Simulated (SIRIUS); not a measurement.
System: HfC, space group Fm-3m (No. 225).

Structure:
```xyz
2
Lattice="0.0000 2.3250 2.3250 2.3250 0.0000 2.3250 2.3250 2.3250 0.0000" Properties=species:S:1:pos:R:3 pbc="T T T"
Hf    2.3250    2.3250    2.3250
C     0.0000    0.0000    0.0000
```

Calculation (SIRIUS 7.12.0): all-electron LAPW DFT, no spin polarisation; energies at scaled volumes of the given cell, shape and fractions fixed, counted from the fit's minimum, third-order Birch-Murnaghan fit. Level: BLYP.

- k mesh: 10×10×10
- occupations: Fermi–Dirac
- smearing width: 0.05 eV
- potentials: all electron FP LAPW
- program settings: basis apw+lo standard, gk cutoff 4.28 1/bohr, pw cutoff 22 1/bohr

What does the calculation give for the energy against volume? The volume takes the values 11.81, 12.07, 12.82, 13.07, 13.32 Å³/atom.

A third-order Birch–Murnaghan fit gives V0 = 12.99 Å³/atom, B0 = 219 GPa and B′ = 4.0. The energy is 84.62 meV/atom at volume 11.81 Å³/atom and 5.67 meV/atom at 13.32 Å³/atom; the lowest computed point is at volume 13.07 Å³/atom (0.37 meV/atom), and no other minimum shows among the points.

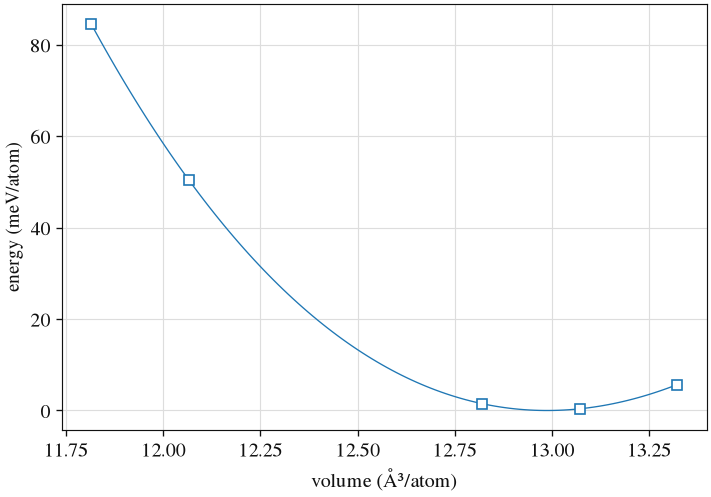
